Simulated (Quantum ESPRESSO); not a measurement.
Band-structure run of PbO (part 3 of 3)

PbO (P4/nmm, 4 atoms in the cell); Kohn-Sham DFT of a periodic cell, r2SCAN, SG15 PBE 1.2, no spin polarisation (Quantum ESPRESSO 7.5); cutoff 1197.3 eV, 6×6×5 k-mesh, fermi-dirac of 0.05 eV. The structure derives from an entry of the Crystallography Open Database.

Geometry of the input (Å; fractional positions):
```
3.9900  0.0000  0.0000
0.0000  3.9900  0.0000
0.0000  0.0000  5.0100
Pb 0.5000  0.0000  0.7600
Pb 0.0000  0.5000  0.2400
O  0.5000  0.5000  0.0000
O  0.0000  0.0000  0.0000
```

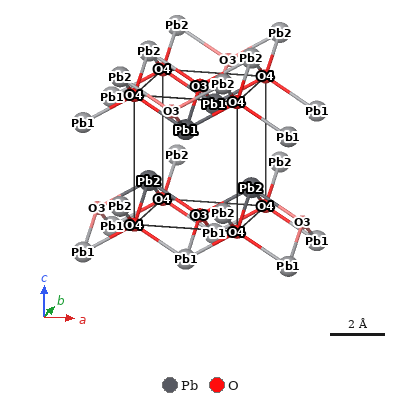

Figure 1. The structure (ball-and-stick view of the cell of the calculation, seen slightly off an axis; neighbours outside the cell are drawn fainter; atoms are numbered from 1 in the order of the input). An atom can appear more than once, as a periodic image.

**The program's output, continued**
```
    -9.9830  -9.6363  -6.6051  -6.5574  -6.5161  -6.5066  -6.4981  -6.4266
    -6.4122  -6.4062  -6.1885  -5.6703   1.1387   1.6374   5.1661   6.1754
     6.3459   6.4452   7.7106   8.3082  12.5144  12.7677  14.5201  14.7298
    16.6622  16.7848  18.7671  18.9692

          k = 0.3537 0.1768 0.1690 (  7499 PWs)   bands (ev):

    -9.9824  -9.6365  -6.5974  -6.5725  -6.5199  -6.5045  -6.4908  -6.4441
    -6.4123  -6.3919  -6.1717  -5.6595   0.9170   1.8584   4.8773   6.1066
     6.3575   6.8566   7.7098   8.2193  12.3068  12.8749  13.8920  15.3864
    16.4743  17.1444  18.8580  19.4923

          k = 0.3537 0.1768 0.3380 (  7516 PWs)   bands (ev):

    -9.9814  -9.6368  -6.6023  -6.5692  -6.5345  -6.5056  -6.4757  -6.4490
    -6.4184  -6.3877  -6.1428  -5.6427   0.6788   2.1129   4.5466   6.0052
     6.3535   7.4111   7.7180   8.0567  11.9470  13.0674  13.6460  15.8040
    16.2401  17.0385  19.9167  20.2148

          k = 0.3537 0.1768-0.3380 (  7516 PWs)   bands (ev):

    -9.9814  -9.6368  -6.6023  -6.5692  -6.5345  -6.5056  -6.4757  -6.4490
    -6.4184  -6.3877  -6.1428  -5.6427   0.6788   2.1129   4.5466   6.0052
     6.3535   7.4111   7.7180   8.0567  11.9470  13.0674  13.6460  15.8040
    16.2401  17.0385  19.9167  20.2148

          k = 0.3537 0.1768-0.1690 (  7499 PWs)   bands (ev):

    -9.9824  -9.6365  -6.5974  -6.5725  -6.5199  -6.5045  -6.4908  -6.4441
    -6.4123  -6.3919  -6.1717  -5.6595   0.9170   1.8584   4.8773   6.1066
     6.3575   6.8566   7.7098   8.2193  12.3068  12.8749  13.8920  15.3864
    16.4743  17.1444  18.8580  19.4923

          k = 0.3537 0.3537 0.0000 (  7506 PWs)   bands (ev):

    -9.8770  -9.6788  -6.5505  -6.5458  -6.5317  -6.4697  -6.4462  -6.4151
    -6.4084  -6.3789  -6.1049  -5.7507   0.8248   1.1997   5.2850   6.0825
     6.4982   7.0308   7.9404   8.0752  11.6712  11.8653  14.3597  14.8862
    17.0989  17.4694  17.8829  18.5904

          k = 0.3537 0.3537 0.1690 (  7496 PWs)   bands (ev):

    -9.8776  -9.6792  -6.5516  -6.5422  -6.5229  -6.4718  -6.4621  -6.4306
    -6.4051  -6.4031  -6.0601  -5.7249   0.7548   1.2974   4.9036   5.9250
     6.8548   7.1136   7.7812   8.0751  11.9383  12.0417  14.0588  15.0869
    16.5161  17.4709  18.3267  19.1053

          k = 0.3537 0.3537 0.3380 (  7486 PWs)   bands (ev):

    -9.8787  -9.6799  -6.5750  -6.5186  -6.5003  -6.4809  -6.4585  -6.4542
    -6.4487  -6.4092  -5.9978  -5.6862   0.6677   1.4351   4.5003   5.7188
     7.0650   7.2041   7.6562   8.0752  12.3187  12.8552  13.5853  15.1243
    15.4334  16.9702  19.9030  20.5979

          k = 0.3537 0.3537-0.3380 (  7486 PWs)   bands (ev):

    -9.8787  -9.6799  -6.5750  -6.5186  -6.5003  -6.4809  -6.4585  -6.4542
    -6.4487  -6.4092  -5.9978  -5.6862   0.6677   1.4351   4.5003   5.7188
     7.0650   7.2041   7.6562   8.0752  12.3187  12.8552  13.5853  15.1243
    15.4334  16.9702  19.9030  20.5979

          k = 0.3537 0.3537-0.1690 (  7496 PWs)   bands (ev):

    -9.8776  -9.6792  -6.5516  -6.5422  -6.5229  -6.4718  -6.4621  -6.4306
    -6.4051  -6.4031  -6.0601  -5.7249   0.7548   1.2974   4.9036   5.9250
     6.8548   7.1136   7.7812   8.0751  11.9383  12.0417  14.0588  15.0869
    16.5161  17.4709  18.3268  19.1053

          k = 0.3537-0.5305 0.0000 (  7508 PWs)   bands (ev):

    -9.7631  -9.7627  -6.5460  -6.5460  -6.4844  -6.4842  -6.4082  -6.4080
    -6.3885  -6.3884  -5.9248  -5.9247   0.8164   0.8164   5.6716   5.6728
     7.1222   7.1223   7.8760   7.8761  11.2811  11.2812  14.7320  14.7322
    17.4174  17.4178  18.1642  18.1643

          k = 0.3537-0.5305 0.1690 (  7510 PWs)   bands (ev):

    -9.7640  -9.7637  -6.5414  -6.5413  -6.4805  -6.4803  -6.4343  -6.4342
    -6.3977  -6.3975  -5.8830  -5.8828   0.8348   0.8348   5.4097   5.4107
     7.2002   7.2005   7.8578   7.8579  11.6395  11.6397  14.6868  14.6871
    16.8464  16.8466  18.7511  18.7512

          k = 0.3537-0.5305 0.3380 (  7496 PWs)   bands (ev):

    -9.7656  -9.7652  -6.5428  -6.5428  -6.4717  -6.4712  -6.4528  -6.4527
    -6.4218  -6.4215  -5.8231  -5.8229   0.8655   0.8655   5.0820   5.0829
     7.1822   7.1826   7.8585   7.8585  12.6374  12.6378  14.1237  14.1240
    16.0695  16.0695  20.2295  20.2296

          k = 0.3537-0.5305-0.3380 (  7496 PWs)   bands (ev):

    -9.7656  -9.7652  -6.5428  -6.5428  -6.4717  -6.4712  -6.4528  -6.4527
    -6.4218  -6.4215  -5.8231  -5.8229   0.8655   0.8655   5.0820   5.0829
     7.1822   7.1826   7.8585   7.8585  12.6374  12.6378  14.1237  14.1240
    16.0695  16.0695  20.2295  20.2296

          k = 0.3537-0.5305-0.1690 (  7510 PWs)   bands (ev):

    -9.7640  -9.7637  -6.5414  -6.5413  -6.4805  -6.4803  -6.4343  -6.4342
    -6.3977  -6.3975  -5.8830  -5.8828   0.8348   0.8348   5.4097   5.4107
     7.2002   7.2005   7.8578   7.8579  11.6395  11.6397  14.6868  14.6871
    16.8464  16.8466  18.7511  18.7512

          k = 0.3537-0.3537 0.0000 (  7506 PWs)   bands (ev):

    -9.8770  -9.6788  -6.5505  -6.5458  -6.5317  -6.4697  -6.4462  -6.4151
    -6.4084  -6.3789  -6.1049  -5.7507   0.8248   1.1997   5.2850   6.0825
     6.4982   7.0308   7.9404   8.0752  11.6712  11.8653  14.3597  14.8862
    17.0989  17.4694  17.8829  18.5904

          k = 0.3537-0.3537 0.1690 (  7496 PWs)   bands (ev):

    -9.8776  -9.6792  -6.5516  -6.5422  -6.5229  -6.4718  -6.4621  -6.4306
    -6.4051  -6.4031  -6.0601  -5.7249   0.7548   1.2974   4.9036   5.9250
     6.8548   7.1136   7.7812   8.0751  11.9383  12.0417  14.0588  15.0869
    16.5161  17.4709  18.3268  19.1053

          k = 0.3537-0.3537 0.3380 (  7486 PWs)   bands (ev):

    -9.8787  -9.6799  -6.5750  -6.5186  -6.5003  -6.4809  -6.4585  -6.4542
    -6.4487  -6.4092  -5.9978  -5.6862   0.6677   1.4351   4.5003   5.7188
     7.0650   7.2041   7.6562   8.0752  12.3187  12.8552  13.5853  15.1243
    15.4334  16.9702  19.9030  20.5979

          k = 0.3537-0.3537-0.3380 (  7486 PWs)   bands (ev):

    -9.8787  -9.6799  -6.5750  -6.5186  -6.5003  -6.4809  -6.4585  -6.4542
    -6.4487  -6.4092  -5.9978  -5.6862   0.6677   1.4351   4.5003   5.7188
     7.0650   7.2041   7.6562   8.0752  12.3187  12.8552  13.5853  15.1243
    15.4334  16.9702  19.9030  20.5979

          k = 0.3537-0.3537-0.1690 (  7496 PWs)   bands (ev):

    -9.8776  -9.6792  -6.5516  -6.5422  -6.5229  -6.4718  -6.4621  -6.4306
    -6.4051  -6.4031  -6.0601  -5.7249   0.7548   1.2974   4.9036   5.9250
     6.8548   7.1136   7.7812   8.0751  11.9383  12.0417  14.0588  15.0869
    16.5161  17.4709  18.3267  19.1053

          k = 0.3537-0.1768 0.0000 (  7507 PWs)   bands (ev):

    -9.9830  -9.6363  -6.6051  -6.5574  -6.5161  -6.5066  -6.4981  -6.4266
    -6.4122  -6.4062  -6.1885  -5.6703   1.1387   1.6374   5.1661   6.1754
     6.3459   6.4452   7.7106   8.3082  12.5144  12.7677  14.5201  14.7298
    16.6622  16.7848  18.7671  18.9692

          k = 0.3537-0.1768 0.1690 (  7499 PWs)   bands (ev):

    -9.9824  -9.6365  -6.5974  -6.5725  -6.5199  -6.5045  -6.4908  -6.4441
    -6.4123  -6.3919  -6.1717  -5.6595   0.9170   1.8584   4.8773   6.1066
     6.3575   6.8566   7.7098   8.2193  12.3068  12.8749  13.8920  15.3864
    16.4743  17.1444  18.8580  19.4923

          k = 0.3537-0.1768 0.3380 (  7516 PWs)   bands (ev):

    -9.9814  -9.6368  -6.6023  -6.5692  -6.5345  -6.5056  -6.4757  -6.4490
    -6.4184  -6.3877  -6.1428  -5.6427   0.6788   2.1129   4.5466   6.0052
     6.3535   7.4111   7.7180   8.0567  11.9470  13.0674  13.6460  15.8040
    16.2401  17.0385  19.9167  20.2148

          k = 0.3537-0.1768-0.3380 (  7516 PWs)   bands (ev):

    -9.9814  -9.6368  -6.6023  -6.5692  -6.5345  -6.5056  -6.4757  -6.4490
    -6.4184  -6.3877  -6.1428  -5.6427   0.6788   2.1129   4.5466   6.0052
     6.3535   7.4111   7.7180   8.0567  11.9470  13.0674  13.6460  15.8040
    16.2401  17.0385  19.9167  20.2148

          k = 0.3537-0.1768-0.1690 (  7499 PWs)   bands (ev):

    -9.9824  -9.6365  -6.5974  -6.5725  -6.5199  -6.5045  -6.4908  -6.4441
    -6.4123  -6.3919  -6.1717  -5.6595   0.9170   1.8584   4.8773   6.1066
     6.3575   6.8566   7.7098   8.2193  12.3068  12.8749  13.8920  15.3864
    16.4743  17.1444  18.8580  19.4923

          k =-0.5305 0.0000 0.0000 (  7482 PWs)   bands (ev):

    -9.8102  -9.8098  -6.5512  -6.5507  -6.5480  -6.5478  -6.4509  -6.4505
    -6.4317  -6.4317  -5.9371  -5.9370   1.4804   1.4804   5.9982   5.9994
     6.2123   6.2125   7.4241   7.4244  12.7060  12.7066  16.0401  16.0403
    16.0667  16.0670  18.8635  18.8637

          k =-0.5305 0.0000 0.1690 (  7518 PWs)   bands (ev):

    -9.8116  -9.8113  -6.5754  -6.5753  -6.5483  -6.5478  -6.4404  -6.4399
    -6.4040  -6.4040  -5.9364  -5.9363   1.4468   1.4469   5.7936   5.7945
     6.2243   6.2244   7.6795   7.6801  12.6127  12.6133  15.9122  15.9124
    16.1947  16.1950  19.2608  19.2611

          k =-0.5305 0.0000 0.3380 (  7508 PWs)   bands (ev):

    -9.8140  -9.8136  -6.6068  -6.6067  -6.5435  -6.5430  -6.4232  -6.4227
    -6.3722  -6.3722  -5.9350  -5.9349   1.3919   1.3920   5.5553   5.5559
     6.2437   6.2439   7.9949   7.9959  12.4713  12.4718  15.7194  15.7196
    16.6101  16.6105  19.2982  19.2985

          k =-0.5305 0.1768 0.0000 (  7486 PWs)   bands (ev):

    -9.7938  -9.7934  -6.5506  -6.5502  -6.5278  -6.5277  -6.4395  -6.4393
    -6.4173  -6.4172  -5.9313  -5.9312   1.2624   1.2624   5.7116   5.7125
     6.6720   6.6722   7.5565   7.5567  12.3658  12.3661  15.0401  15.0403
    16.8441  16.8444  18.7046  18.7047

          k =-0.5305 0.1768 0.1690 (  7504 PWs)   bands (ev):

    -9.7951  -9.7947  -6.5688  -6.5686  -6.5188  -6.5185  -6.4500  -6.4497
    -6.3972  -6.3971  -5.9170  -5.9169   1.2528   1.2528   5.4255   5.4262
     6.8621   6.8623   7.6433   7.6438  12.4202  12.4205  14.8748  14.8750
    16.9219  16.9221  19.0822  19.0822

          k =-0.5305 0.1768 0.3380 (  7504 PWs)   bands (ev):

    -9.7972  -9.7968  -6.5894  -6.5893  -6.5219  -6.5214  -6.4308  -6.4303
    -6.3921  -6.3921  -5.8937  -5.8935   1.2360   1.2361   5.1154   5.1160
     6.9980   6.9980   7.7824   7.7833  12.5953  12.5957  14.6766  14.6768
    16.7150  16.7151  20.1360  20.1360

          k =-0.5305 0.1768-0.3380 (  7504 PWs)   bands (ev):

    -9.7972  -9.7968  -6.5894  -6.5893  -6.5219  -6.5214  -6.4308  -6.4303
    -6.3921  -6.3921  -5.8937  -5.8935   1.2360   1.2361   5.1154   5.1160
     6.9980   6.9980   7.7824   7.7833  12.5953  12.5957  14.6766  14.6768
    16.7150  16.7151  20.1360  20.1360

          k =-0.5305 0.1768-0.1690 (  7504 PWs)   bands (ev):

    -9.7951  -9.7947  -6.5688  -6.5686  -6.5188  -6.5185  -6.4500  -6.4497
    -6.3972  -6.3971  -5.9170  -5.9169   1.2528   1.2528   5.4255   5.4262
     6.8621   6.8623   7.6433   7.6438  12.4202  12.4205  14.8748  14.8750
    16.9219  16.9221  19.0822  19.0822

          k =-0.5305 0.3537 0.0000 (  7508 PWs)   bands (ev):

    -9.7631  -9.7627  -6.5460  -6.5460  -6.4844  -6.4842  -6.4082  -6.4080
    -6.3885  -6.3884  -5.9248  -5.9247   0.8164   0.8164   5.6716   5.6728
     7.1222   7.1223   7.8760   7.8761  11.2811  11.2812  14.7320  14.7322
    17.4174  17.4178  18.1642  18.1643

          k =-0.5305 0.3537 0.1690 (  7510 PWs)   bands (ev):

    -9.7640  -9.7637  -6.5414  -6.5413  -6.4805  -6.4803  -6.4343  -6.4342
    -6.3977  -6.3975  -5.8830  -5.8828   0.8348   0.8348   5.4097   5.4107
     7.2002   7.2005   7.8578   7.8579  11.6395  11.6397  14.6868  14.6871
    16.8464  16.8466  18.7511  18.7512

          k =-0.5305 0.3537 0.3380 (  7496 PWs)   bands (ev):

    -9.7656  -9.7652  -6.5428  -6.5428  -6.4717  -6.4712  -6.4528  -6.4527
    -6.4218  -6.4215  -5.8231  -5.8229   0.8655   0.8655   5.0820   5.0829
     7.1822   7.1826   7.8585   7.8585  12.6374  12.6378  14.1237  14.1240
    16.0695  16.0695  20.2295  20.2296

          k =-0.5305 0.3537-0.3380 (  7496 PWs)   bands (ev):

    -9.7656  -9.7652  -6.5428  -6.5428  -6.4717  -6.4712  -6.4528  -6.4527
    -6.4218  -6.4215  -5.8231  -5.8229   0.8655   0.8655   5.0820   5.0829
     7.1822   7.1826   7.8585   7.8585  12.6374  12.6378  14.1237  14.1240
    16.0695  16.0695  20.2295  20.2296

          k =-0.5305 0.3537-0.1690 (  7510 PWs)   bands (ev):

    -9.7640  -9.7637  -6.5414  -6.5413  -6.4805  -6.4803  -6.4343  -6.4342
    -6.3977  -6.3975  -5.8830  -5.8828   0.8348   0.8348   5.4097   5.4107
     7.2002   7.2005   7.8578   7.8579  11.6395  11.6397  14.6868  14.6871
    16.8464  16.8466  18.7511  18.7512

          k =-0.5305-0.5305 0.0000 (  7536 PWs)   bands (ev):

    -9.7488  -9.7484  -6.5578  -6.5578  -6.4366  -6.4366  -6.3982  -6.3982
    -6.3704  -6.3702  -5.9262  -5.9260   0.5914   0.5914   5.7317   5.7331
     7.2464   7.2464   8.1899   8.1899  10.5771  10.5771  14.7149  14.7149
    17.3441  17.3448  18.4678  18.4678

          k =-0.5305-0.5305 0.1690 (  7484 PWs)   bands (ev):

    -9.7495  -9.7492  -6.5428  -6.5428  -6.4365  -6.4365  -6.4165  -6.4163
    -6.4088  -6.4088  -5.8692  -5.8691   0.6173   0.6173   5.5547   5.5560
     7.0466   7.0466   8.1889   8.1889  11.1464  11.1465  14.9073  14.9073
    16.4036  16.4041  18.9932  18.9932

          k =-0.5305-0.5305 0.3380 (  7468 PWs)   bands (ev):

    -9.7508  -9.7504  -6.5102  -6.5102  -6.4754  -6.4752  -6.4364  -6.4364
    -6.4341  -6.4341  -5.7927  -5.7925   0.6608   0.6608   5.3054   5.3067
     6.7459   6.7459   8.1873   8.1873  12.4791  12.4796  14.6838  14.6839
    15.1469  15.1469  20.3114  20.3114

     the Fermi energy is     9.7985 ev

!    total energy              =    -288.43766114 Ry
     estimated scf accuracy    <          2.5E-09 Ry
     smearing contrib. (-TS)   =      -0.00000000 Ry
     internal energy E=F+TS    =    -288.43766114 Ry

     The total energy is F=E-TS. E is the sum of the following terms:
     one-electron contribution =     -90.95626272 Ry
     hartree contribution      =      70.59312520 Ry
     xc contribution           =     -40.93652040 Ry
     ewald contribution        =    -227.13800322 Ry

     convergence has been achieved in  13 iterations

     Forces acting on atoms (cartesian axes, Ry/au):

     atom    1 type  1   force =    -0.00000013    0.00000002    0.01618868
     atom    2 type  1   force =     0.00000007    0.00000002   -0.01618817
     atom    3 type  2   force =     0.00000007   -0.00000004   -0.00000017
     atom    4 type  2   force =    -0.00000001    0.00000001   -0.00000034

     Total force =     0.022894     Total SCF correction =     0.000013

     Computing stress (Cartesian axis) and pressure

          total   stress  (Ry/bohr**3)                   (kbar)     P=       -5.49
  -0.00001991   0.00000000  -0.00000000           -2.93        0.00       -0.00
   0.00000000  -0.00001991   0.00000000            0.00       -2.93        0.00
  -0.00000000   0.00000000  -0.00007218           -0.00        0.00      -10.62

=------------------------------------------------------------------------------=
   JOB DONE.
=------------------------------------------------------------------------------=
```

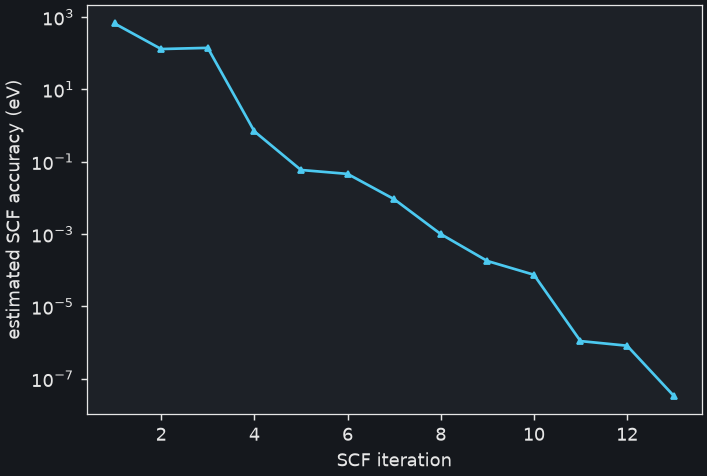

Figure 2. Convergence of the self-consistent field: estimated SCF accuracy against the iteration. The field takes 13 iterations in all.

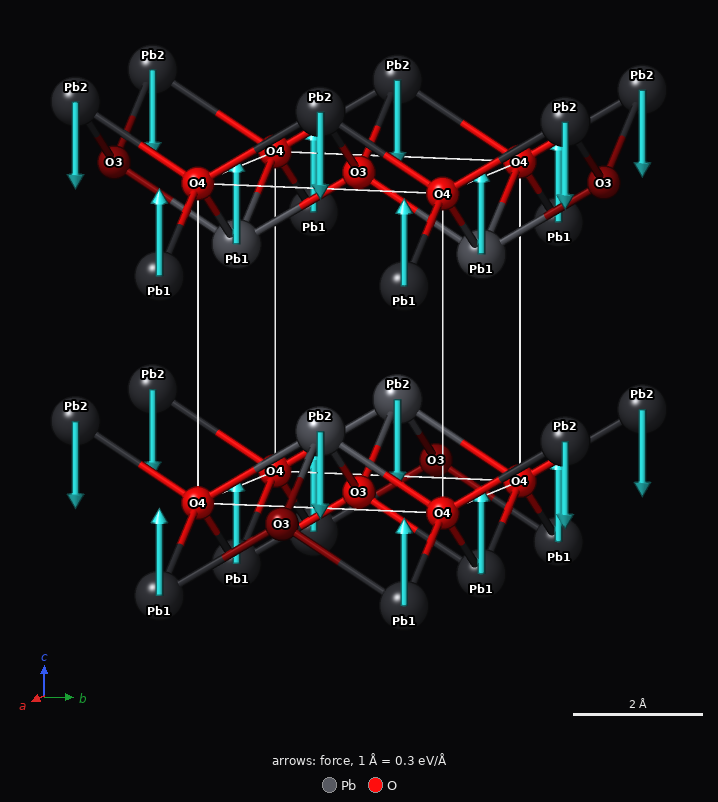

Figure 3. Forces on the atoms as teal arrows (ball-and-stick view of the cell of the calculation, seen slightly off an axis; neighbours outside the cell are drawn fainter; atoms are numbered from 1 in the order of the input). The largest act on Pb1, Pb2 (0.42 eV/Å). The geometry is not a stationary point of this energy.

**Summary**

- outcome: converged
- space group (tolerance 0.01 Å): P4/nmm (129)
- electrons treated: 40
- free energy: −3924.3943 eV
- Fermi energy: 9.799 eV
- gap on the k-point mesh: 1.58 eV
- gap on the band path: 1.58 eV
- pressure: −0.55 GPa
- largest force (length of the vector): 0.416 eV/Å
- hardware: 4 threads of Intel Xeon @ 2.90GHz (Ice Lake), 16 GiB of memory available, shared host
- wall time: 5.5 min (CPU time 22 min)
- peak memory: 0.64 GiB

Further notes kept with the run: potentials made for another functional. Points of doubt noted for this run: potentials made for another functional. Spin–orbit coupling is left out, which matters for Pb.
